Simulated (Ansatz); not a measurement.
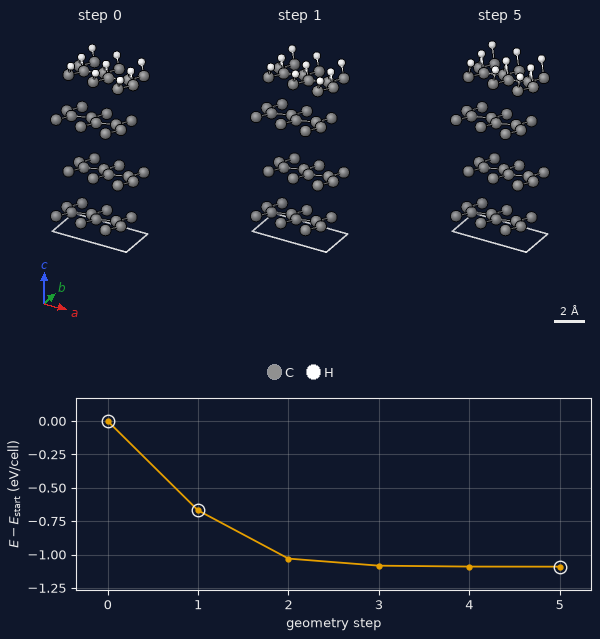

Frames of a constrained relaxation of a slab of composition HC₈ (cut from the Fmmm phase), marked on the history of the run. The picture is a ball-and-stick view of the 3 × 2 repeat of the cell, outlined in the plane, without the vacuum, seen slightly off an axis.

Case: H put at a bridge C-C site. The slab is the (0 0 1) face of C with H on it. 4 atoms are held fixed.

The calculation used DFT PBE+D3(BJ), scalar-relativistic, plane waves, PAW in Ansatz 0.2.0. Set-up: plane-wave cutoff 420 eV; k-point mesh 12 × 12 × 1; occupations gaussian; smearing width 0.1 eV; no spin polarisation; dipole correction; atoms relaxed in a fixed cell; force threshold 0.03 eV/Å; at most 70 steps.

> Describe the path.

Over 5 geometry steps the energy falls by 1.090 eV per cell of the calculation. The largest force component goes from 7.9 to 0.019 eV/Å. The largest move is that of the H atom, 0.23 Å along the normal (+c). Largest moves by element: H 0.23 Å, C 0.14 Å. The cell doesn't change. Some distances before and after: C–H 1.071 → 1.376 Å, C–C 1.423 → 1.444 Å, C–C 1.423 → 1.413 Å. Among the angles between lasting bonds that change: C–H–C 83.3° → 63.3°, C–C–H 109.4° → 104.9°. From step 0 to 1: C atoms move most (0.18 Å), energy −0.669 eV per cell of the calculation. From step 1 to 5: the H atom moves most (0.29 Å), energy −0.421 eV per cell of the calculation.

```tsv
step	E − E(0), meV/atom	largest force component, eV/Å
0	0.00	7.9147
1	-74.35	4.0912
2	-114.44	1.0173
3	-120.32	0.3324
4	-121.09	0.0715
5	-121.16	0.0194
```

Limits of the set-up: the periodic images lie only 2.5 Å apart, so the values are limited by the cell's size.
